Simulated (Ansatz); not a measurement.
**Run report: C, single-point calculation**

The run: single-point calculation of C (slab, 14 atoms in the cell). Method and program: DFT PBE, scalar-relativistic, plane waves, PAW, no spin polarisation (Ansatz 0.2.0).

The structure derives from an entry of the Crystallography Open Database. It belongs to a series of runs on one base structure; here: (0 0 1) slab cut from the bulk. Figures and captions count atoms from 1; the log counts them from 0 in places.

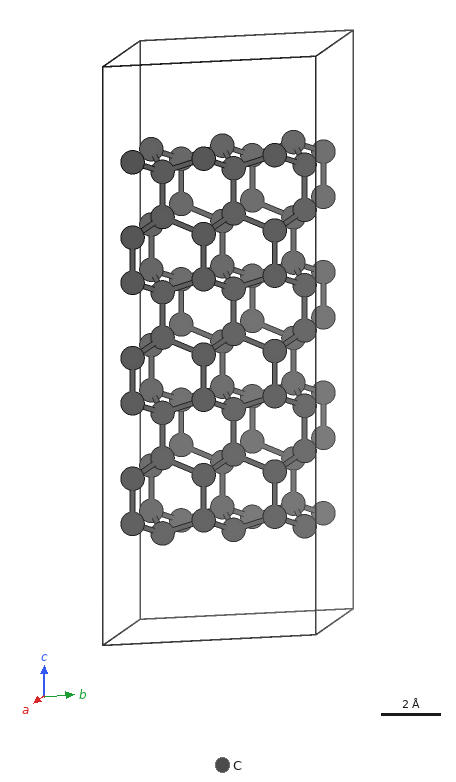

**Figure 1.** The structure (ball-and-stick view of the 2 × 3 repeat of the cell, with the vacuum cut short, seen slightly off an axis). An atom can appear more than once, as a periodic image.

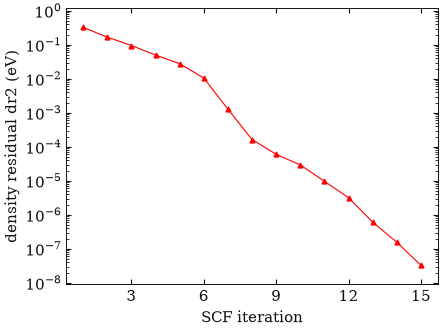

**Figure 2.** Convergence of the self-consistent field: density residual dr2 against the SCF iteration. The residual falls at every step.

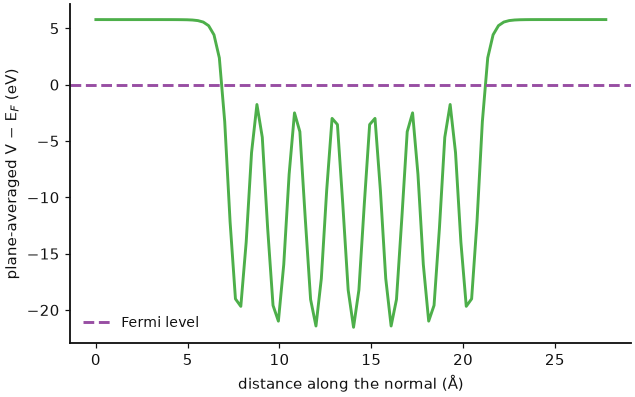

**Figure 3.** Plane average of the electrostatic potential energy of an electron across the cell, from the Fermi level. The vacuum level lies 5.77 eV above the Fermi level.

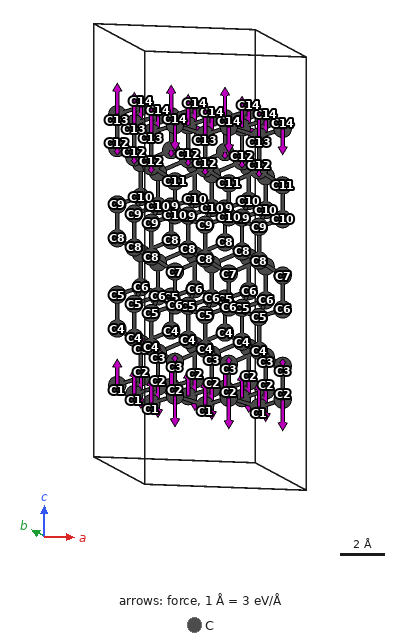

**Figure 4.** Forces on the atoms as pink arrows (ball-and-stick view of the 3 × 3 repeat of the cell, with the vacuum cut short, seen slightly off an axis; atoms are numbered from 1 in the order of the input); the smallest are left out. The largest act on C2, C13 (4.43 eV/Å); C1, C14 (3.71 eV/Å). The geometry is not a stationary point of this energy.

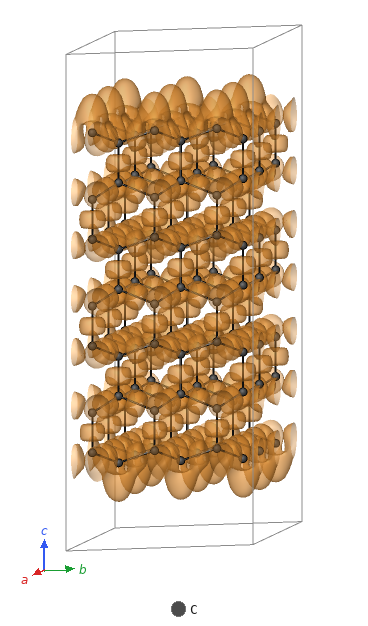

**Figure 5.** Isosurface of the ELF at 0.7 (orange), seen slightly off an axis. Core shells and regions of very low density are left out. Sticks mark near contacts. Profiles from the grid: C–C (1.54 Å): the ELF peaks at about 0.95 between the atoms (a shared electron pair). In a PAW calculation such maps are meaningful between the atoms, not at the nuclei.

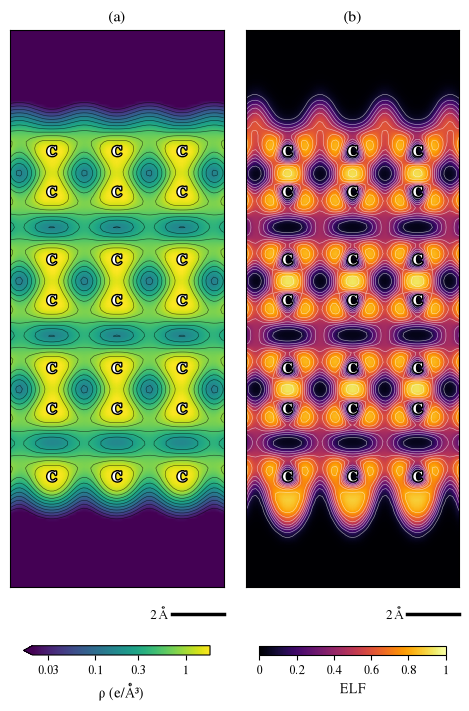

**Figure 6.** (a) valence pseudo-density; (b) electron localisation function on the (100) plane of the calculation cell, a cut from vacuum to vacuum. C–C (1.57 Å): the density is about 1.5 e/Å³ at the midpoint; the ELF peaks at about 0.95 between the atoms (a shared electron pair). The density dies away to nearly zero in the vacuum.

These pictures come from the run below.

**Input file**
```yaml
crystal:
  lattice:
    - [2.5115635517, 0.0, 0.0]
    - [-1.2557817758, 2.175077839, 0.0]
    - [0.0, 0.0, 28.0655530321]
  atoms:
    - { symbol: C, position: [0.3333333333, 0.6666666667, 0.2672315059] }
    - { symbol: C, position: [0.6666666667, 0.3333333333, 0.2859192771] }
    - { symbol: C, position: [0.6666666667, 0.3333333333, 0.3417063754] }
    - { symbol: C, position: [0.3333333333, 0.6666666667, 0.3603941466] }
    - { symbol: C, position: [0.3333333333, 0.6666666667, 0.4161812449] }
    - { symbol: C, position: [0.6666666667, 0.3333333333, 0.4348690161] }
    - { symbol: C, position: [0.6666666667, 0.3333333333, 0.4906561144] }
    - { symbol: C, position: [0.3333333333, 0.6666666667, 0.5093438856] }
    - { symbol: C, position: [0.3333333333, 0.6666666667, 0.5651309839] }
    - { symbol: C, position: [0.6666666667, 0.3333333333, 0.5838187551] }
    - { symbol: C, position: [0.6666666667, 0.3333333333, 0.6396058534] }
    - { symbol: C, position: [0.3333333333, 0.6666666667, 0.6582936246] }
    - { symbol: C, position: [0.3333333333, 0.6666666667, 0.7140807229] }
    - { symbol: C, position: [0.6666666667, 0.3333333333, 0.7327684941] }
basis:
  ecutwfc: 420
kpoints:
  mp_grid: { grid: [12, 12, 1] }
hamiltonian:
  xc: pbe
scf:
  occupations: { method: gaussian, width: 0.05 }
output:
  forces: true
  stress: true
  eigenvalues: true
  write_density: true
  write_potential: true
  elf: true
  volumetric_format: npy
efield:
  axis: 3
  dipole_correction: true
  ramp_width: 0.04
```

Run as:
```bash
ansatz run input.yaml --threads 1 --pin off --max-ram 2560MiB --backend cpu --events-out ev --progress --plain --runs-dir out
```

**Log**
```
Engine: ansatz 0.2.0, x86_64-unknown-linux-gnu
Pseudopotentials: kind: paw
Pseudopotential: C, paw, valence charge 4, recommended cutoff 420 eV (normal), C.paw.azcp
Functional definition: PBE
  parameter kappa = 0.804
  parameter beta = 0.06672455060314922
  exchange = pbe_x(kappa = kappa, mu = beta*pi^2/3)
  correlation = pbe_c(beta = beta)
Crystal: 14 atoms, lattice volume = 153.318 Å³
Basis set: ecut = 420 eV, 3015 PW (Γ), exchange–correlation on 36×36×384 points (8 copies of the dense FFT grid, shifted against one another)
Bands: 42, of which v1, the nominal top of the filled ones, is band 28 counted from 1 (27 counted from 0)
Symmetry: 6 space group operations
k-points: 19 of 144 (time reversal used)
Non-local potential: C, projectors of the file, l = 0: 2, l = 1: 2, l = 2: 1
PAW form: soft (Blöchl's): semilocal exchange-correlation on the pseudo side does not see the compensation charge
PAW one-centre angular grid: C, 110 points (default); XC on 64 Gauss nodes
Initial density: superposition of atomic densities (neutral atoms: chi_scale 0, normalization atom), corrected by the library's trained network
Initial wavefunctions: pseudopotential atomic-orbital guess
Functional: x = pbe(κ = 0.804, μ = 0.2195149727645171), c = pbe(β = 0.06672455060314922)
SCF iter   1: F=—  HF=-3505.941354 eV  |F-HF|=—  |Δ(HF+E_count)|=         —  Δρ=1.09e-2  dr2=3.26e-1  ethr=1.77e-3  p=0.000 e·Å  D=1.77e-13 V/Å  ΔV_dip=-0.00 eV  dr2_dipole=3.85e-5  V_vac-E_F(+/−)=6.54/6.54 eV  ⟨swp⟩=9.1  Hψ=4665  notcnv=0  defer=92
efield: sawtooth ramp at fractional position 0.9800 (placed from the atoms, in the widest stretch of the axis that holds none; the zero of the levels goes with the place), width 0.0400; the density the first Hamiltonian is built on has a dipole p = 0.000 e·Å; the dipole correction subtracts the counter field D = 1.77e-13 V/Å, which shifts the + side's vacuum level by -0.00 eV against the − side's; the planar-averaged density in the ramp window peaks in size at 1.2e-4 e/Å³
preconditioner: auto → LDOS  [metal: Δε(μ)=0.012 eV  Ē_g=16.037 eV  σ=0.050 eV  W_gap=0.14  n_scr=20 (ndim 8)  ℏωp=22.4 eV  f_vac=0.424  D(μ)=13.14/eV (n_scr^D=172)  β→1.0]
SCF iter   2: F=—  HF=-3505.905658 eV  |F-HF|=—  |Δ(HF+E_count)|=   3.57e-2  Δρ=6.20e-3  dr2=1.68e-1  ethr=5.82e-4  p=-0.000 e·Å  D=-5.66e-5 V/Å  ΔV_dip=0.00 eV  dr2_dipole=3.69e-5  V_vac-E_F(+/−)=6.26/6.26 eV  ⟨swp⟩=3.4  Hψ=1143  notcnv=0  defer=109
SCF iter   3: F=—  HF=-3505.900193 eV  |F-HF|=—  |Δ(HF+E_count)|=   5.47e-3  Δρ=4.23e-3  dr2=9.54e-2  ethr=3.00e-4  p=-0.000 e·Å  D=-3.16e-5 V/Å  ΔV_dip=0.00 eV  dr2_dipole=2.02e-5  V_vac-E_F(+/−)=5.90/5.90 eV  ⟨swp⟩=3.1  Hψ=1039  notcnv=0  defer=116
SCF iter   4: F=—  HF=-3505.899378 eV  |F-HF|=—  |Δ(HF+E_count)|=   8.15e-4  Δρ=2.65e-3  dr2=4.99e-2  ethr=1.70e-4  p=-0.000 e·Å  D=-1.88e-5 V/Å  ΔV_dip=0.00 eV  dr2_dipole=1.68e-5  V_vac-E_F(+/−)=5.61/5.61 eV  ⟨swp⟩=2.9  Hψ=1060  notcnv=0  defer=114
SCF iter   5: F=—  HF=-3505.895979 eV  |F-HF|=—  |Δ(HF+E_count)|=   3.40e-3  Δρ=1.67e-3  dr2=2.79e-2  ethr=8.92e-5  p=0.000 e·Å  D=7.35e-6 V/Å  ΔV_dip=-0.00 eV  dr2_dipole=2.79e-6  V_vac-E_F(+/−)=5.47/5.47 eV  ⟨swp⟩=2.6  Hψ=962  notcnv=0  defer=114
SCF iter   6: F=—  HF=-3505.893220 eV  |F-HF|=—  |Δ(HF+E_count)|=   2.76e-3  Δρ=1.10e-3  dr2=1.05e-2  ethr=4.99e-5  p=0.000 e·Å  D=2.86e-5 V/Å  ΔV_dip=-0.00 eV  dr2_dipole=9.30e-6  V_vac-E_F(+/−)=5.51/5.51 eV  ⟨swp⟩=2.5  Hψ=874  notcnv=0  defer=114
SCF iter   7: F=—  HF=-3505.893185 eV  |F-HF|=—  |Δ(HF+E_count)|=   3.47e-5  Δρ=6.66e-4  dr2=1.28e-3  ethr=1.87e-5  p=0.000 e·Å  D=2.73e-5 V/Å  ΔV_dip=-0.00 eV  dr2_dipole=4.21e-5  V_vac-E_F(+/−)=5.68/5.68 eV  ⟨swp⟩=3.1  Hψ=1132  notcnv=0  defer=116
SCF iter   8: F=—  HF=-3505.893208 eV  |F-HF|=—  |Δ(HF+E_count)|=   2.27e-5  Δρ=3.10e-4  dr2=1.64e-4  ethr=2.28e-6  p=0.000 e·Å  D=2.05e-5 V/Å  ΔV_dip=-0.00 eV  dr2_dipole=6.25e-7  V_vac-E_F(+/−)=5.74/5.74 eV  ⟨swp⟩=3.4  Hψ=1361  notcnv=0  defer=113
SCF iter   9: F=—  HF=-3505.893275 eV  |F-HF|=—  |Δ(HF+E_count)|=   6.65e-5  Δρ=1.94e-4  dr2=6.02e-5  ethr=2.94e-7  p=0.000 e·Å  D=1.24e-5 V/Å  ΔV_dip=-0.00 eV  dr2_dipole=3.58e-7  V_vac-E_F(+/−)=5.77/5.77 eV  ⟨swp⟩=2.7  Hψ=1186  notcnv=0  defer=113
SCF iter  10: F=—  HF=-3505.893308 eV  |F-HF|=—  |Δ(HF+E_count)|=   3.34e-5  Δρ=1.36e-4  dr2=2.93e-5  ethr=1.08e-7  p=0.000 e·Å  D=7.55e-6 V/Å  ΔV_dip=-0.00 eV  dr2_dipole=5.14e-11  V_vac-E_F(+/−)=5.78/5.78 eV  ⟨swp⟩=2.2  Hψ=1181  notcnv=0  defer=113
SCF iter  11: F=—  HF=-3505.893310 eV  |F-HF|=—  |Δ(HF+E_count)|=   1.89e-6  Δρ=7.19e-5  dr2=9.68e-6  ethr=5.22e-8  p=0.000 e·Å  D=3.60e-6 V/Å  ΔV_dip=-0.00 eV  dr2_dipole=2.32e-8  V_vac-E_F(+/−)=5.78/5.78 eV  ⟨swp⟩=2.2  Hψ=1136  notcnv=0  defer=113
SCF iter  12: F=—  HF=-3505.893309 eV  |F-HF|=—  |Δ(HF+E_count)|=   7.34e-7  Δρ=3.67e-5  dr2=3.18e-6  ethr=1.73e-8  p=0.000 e·Å  D=1.84e-6 V/Å  ΔV_dip=-0.00 eV  dr2_dipole=3.34e-8  V_vac-E_F(+/−)=5.78/5.78 eV  ⟨swp⟩=2.2  Hψ=1196  notcnv=0  defer=113
SCF iter  13: F=—  HF=-3505.893311 eV  |F-HF|=—  |Δ(HF+E_count)|=   2.05e-6  Δρ=1.51e-5  dr2=6.07e-7  ethr=5.67e-9  p=0.000 e·Å  D=1.11e-6 V/Å  ΔV_dip=-0.00 eV  dr2_dipole=2.38e-10  V_vac-E_F(+/−)=5.77/5.77 eV  ⟨swp⟩=2.2  Hψ=1128  notcnv=0  defer=113
SCF iter  14: F=—  HF=-3505.893312 eV  |F-HF|=—  |Δ(HF+E_count)|=   7.75e-7  Δρ=7.40e-6  dr2=1.56e-7  ethr=1.08e-9  p=0.000 e·Å  D=1.04e-6 V/Å  ΔV_dip=-0.00 eV  dr2_dipole=1.19e-8  V_vac-E_F(+/−)=5.77/5.77 eV  ⟨swp⟩=2.5  Hψ=1345  notcnv=0  defer=113
SCF iter  15: F=-3505.893312 eV  HF=-3505.893312 eV  |F-HF|=2.94e-8  |Δ(HF+E_count)|=   1.54e-8  Δρ=2.53e-6  dr2=3.26e-8  ethr=1.79e-10  p=0.000 e·Å  D=1.01e-6 V/Å  ΔV_dip=-0.00 eV  dr2_dipole=3.34e-9  V_vac-E_F(+/−)=5.77/5.77 eV  ⟨swp⟩=29.2  Hψ=8419  notcnv=0
SCF 1 converged in 15 iterations: F = -3505.893312 eV  dr2 = 3.26e-8
  greatest PAW one-centre occupation: 0.655 electrons in one spin orbital (limit 2), on the C atom at site 13 (counted from 0), in its partial waves of l = 0
WARN: The output density's exchange-correlation potential varies sharply where the density is thin. Do not read a vacuum level from v_tot or v_xc, or from such a field of the output density. On a cell that repeats whose density bears no net charge and no dipole along the vacuum's axis use v_es (v_loc + v_h of the components); under efield.dipole_correction with no amplitude use v_es + v_field, which holds any external_charges[].barrier, or the levels of the report's work_function block, which leave it out; under a non-zero efield.amplitude the vacuum is tilted and has no level; on a cell that repeats and bears such a dipole with no correction it is tilted too, and efield.dipole_correction with no amplitude gives each side of its ramp a level where efield: is served; in a cell that repeats whose density bears a net charge (total_charge, or a fill off its count) it is curved and has none; of a slab under crystal.periodic whose density bears no net charge use v_es, which has a level on each side, short of where the two are joined; of another it falls or rises all the way out and has none; of a slab beside external_charges read slab_vacuum_level instead, which it has where they leave it neutral. The grid or the basis barely resolves most such structure, and the values can differ between equally converged runs; as a rule a tighter scf.convergence.dr2_threshold does not remove it. Where the density itself ripples (under the LDA too) a higher basis.ecutwfc lessens it. The files hold the spikes' plane waves up to the density's cutoff. Files: v_tot_of_output_density and the like, and their columns of v_z.tsv (output.write_potential); v_xc_of_output_density and the like, and their columns of v_comp_z.tsv (output.write_potential_components). Measured: with its Gaussian average of σ = 0.25 Å subtracted twice, the exchange-correlation potential is over 0.1 eV at 127 of the grid points where the equally averaged density (valence and model cores) is under 1e-3 e/Å³, and 0.255 eV at the most among them, at an averaged density of 1.6e-7 e/Å³. The input density's (outcome.potential() and, of a run that writes arrays, v_tot and v_xc) is over 0.1 eV, so measured, at 242 points of its own thin density, 0.172 eV at the most. See output.write_potential in the manual, Limitations
SCF converged after 15 iterations
Free energy (F): -3505.893312 eV
Harris-Foulkes:  -3505.893312 eV  (|F-HF|=2.94e-8)
Internal energy: -3505.873509 eV  (E = F + TS)
E sigma→0 (E₀):  -3505.883411 eV
Entropy (-TS):   -0.019803 eV (-1.414 meV/atom)
Fermi energy:    4.427130 eV
Dipole field:    D = -0.000088 V/Å  (p = -0.000074 e·Å, saw-weighted, corrected)
Work function:   Φ+ = 5.7748 eV   Φ− = 5.7722 eV
Levels:          The Fermi level and band energies are counted from a zero that moves with the ramp; work functions are not
--- Per-component energies (eV) ---
  E_band       = -273.125099
  E_kinetic    = 1278.027041
  E_local      = -56997.746751  (includes V_loc(G=0)·N_el)
  E_nonlocal   = 373.645327
  E_hartree    = 28002.251130
  E_xc         = -677.095292
  E_vxc        = -840.020857  (∫ρ·V_xc dr)
  E_paw        = -1387.726177  (= ΣΔE_a)
  E_vpaw       = -91.515626  (= ΣTr[D̂ρ^β])
  E_aug_tail   = 0.000117  (compensation charges beyond the density's cutoff)
  E_efield     = 0.000000  (sawtooth field / dipole correction)
  E_vefield    = 0.000000  (∫n·V_field dr)
  E_ewald      = 25902.771096
  E_smearing   = -0.019803  (= −TS)
  E_closure    = -0.000000  (closes the sum)
  Σ components = -3505.893312   (vs F -3505.893312, Δ=0.00e0)
--- Forces (eV/Å), atoms counted from 1 ---
  atom   1  C      0.00000000    -0.00000000     3.70529420
  atom   2  C     -0.00000000     0.00000000    -4.43015062
  atom   3  C      0.00000000     0.00000000     1.05712533
  atom   4  C     -0.00000000    -0.00000000    -0.44223313
  atom   5  C      0.00000000    -0.00000000     0.16785352
  atom   6  C      0.00000000     0.00000000    -0.09554599
  atom   7  C      0.00000000     0.00000000     0.06676775
  atom   8  C      0.00000000    -0.00000000    -0.06672466
  atom   9  C      0.00000000    -0.00000000     0.09550125
  atom  10  C      0.00000000     0.00000000    -0.16789154
  atom  11  C      0.00000000     0.00000000     0.44226451
  atom  12  C     -0.00000000    -0.00000000    -1.05714692
  atom  13  C      0.00000000    -0.00000000     4.43017057
  atom  14  C     -0.00000000     0.00000000    -3.70526881
  max |Σ_I F_I| component: 1.55e-5 eV/Å
--- Stress (GPa, compression-positive) ---
       -0.437080      -0.000000      -0.000000
       -0.000000      -0.437080      -0.000000
       -0.000000      -0.000000      -1.652411
  P = ⅓ Tr σ = -0.8422 GPa (-8.422 kbar)
--- Band table (eV; the first three rows and the last of 19) ---
  k-point 0: bands = ["-17.8133", "-17.2615", "-16.5100", "-15.5711", "-14.4485", "-13.1736", "-12.4003", "-8.9008", "-7.0645", "-5.0110", "-2.8123", "-0.5446", "0.7804", "0.7804", "1.2297", "1.2297", "1.6459", "1.8070", "1.8070", "2.4651", "2.4651", "3.1409", "3.1409", "3.9390", "3.9390", "4.0371", "4.0371", "4.3282", "4.6333", "8.9760", "8.9760", "9.6135", "9.7448", "9.7448", "9.7886", "10.0911", "10.6391", "10.6391", "10.6890", "11.0924", "11.4107", "11.5596"]
  k-point 1: bands = ["-17.6417", "-17.0906", "-16.3401", "-15.4029", "-14.2826", "-13.0108", "-12.2433", "-8.7468", "-6.9209", "-4.8834", "-2.7118", "-0.4987", "-0.0698", "0.3962", "0.4312", "0.8871", "0.9922", "1.4733", "1.4992", "1.7764", "2.1413", "2.3465", "2.8248", "3.1209", "3.2465", "3.6226", "3.7186", "4.4586", "4.6639", "9.0252", "9.4334", "9.6288", "9.9166", "10.0078", "10.2178", "10.3309", "10.5268", "10.8994", "11.1337", "11.2419", "11.6961", "11.8562"]
  k-point 2: bands = ["-17.1291", "-16.5800", "-15.8328", "-14.9004", "-13.7873", "-12.5250", "-11.7736", "-8.2978", "-6.5081", "-4.5324", "-2.4914", "-2.0589", "-1.5727", "-0.9744", "-0.3672", "-0.3424", "-0.2088", "0.0996", "0.6200", "0.7008", "1.1949", "1.3859", "1.5293", "1.6279", "2.0842", "2.8820", "2.9788", "4.4941", "4.5292", "8.9365", "9.3554", "10.0879", "10.3878", "10.4712", "10.6167", "10.7124", "10.8567", "11.3165", "11.7094", "12.1137", "12.3120", "12.3281"]
  k-point 18: bands = ["-10.7336", "-10.7336", "-10.2683", "-10.2683", "-9.6788", "-9.6788", "-8.3326", "-8.3326", "-7.4551", "-7.4551", "-7.1580", "-6.6141", "-6.3717", "-6.3717", "-5.8992", "-5.8354", "-5.8354", "-5.0620", "-4.1698", "-3.2739", "-3.0625", "-2.7306", "-2.7306", "-1.5323", "-1.5323", "-0.6978", "-0.6978", "4.6080", "4.6080", "7.6476", "9.1392", "11.0099", "11.7374", "11.7374", "13.0609", "13.2229", "13.2229", "14.6359", "14.6359", "15.1325", "16.0979", "16.0979"]
```

**Results in brief**

```json
{"quantity": "outcome", "value": "converged"}
{"quantity": "electrons treated", "value": "56"}
{"quantity": "free energy", "value": "−3505.8933 eV"}
{"quantity": "work function, top face", "value": "5.77 eV"}
{"quantity": "work function, bottom face", "value": "5.77 eV"}
{"quantity": "Fermi energy", "value": "4.427 eV"}
{"quantity": "gap on the k-point mesh", "value": "none (metallic)"}
{"quantity": "work function (upper face)", "value": "5.77 eV"}
{"quantity": "largest force (length of the vector)", "value": "4.430 eV/Å"}
{"quantity": "hardware", "value": "1 thread of Intel Xeon @ 2.50GHz (Skylake/Cascade Lake), 189 GiB of memory available, shared host"}
{"quantity": "wall time", "value": "52 s"}
{"quantity": "peak memory", "value": "0.4 GiB"}
```

Warnings of the run: the exchange-correlation potential is rough where the density is thin.
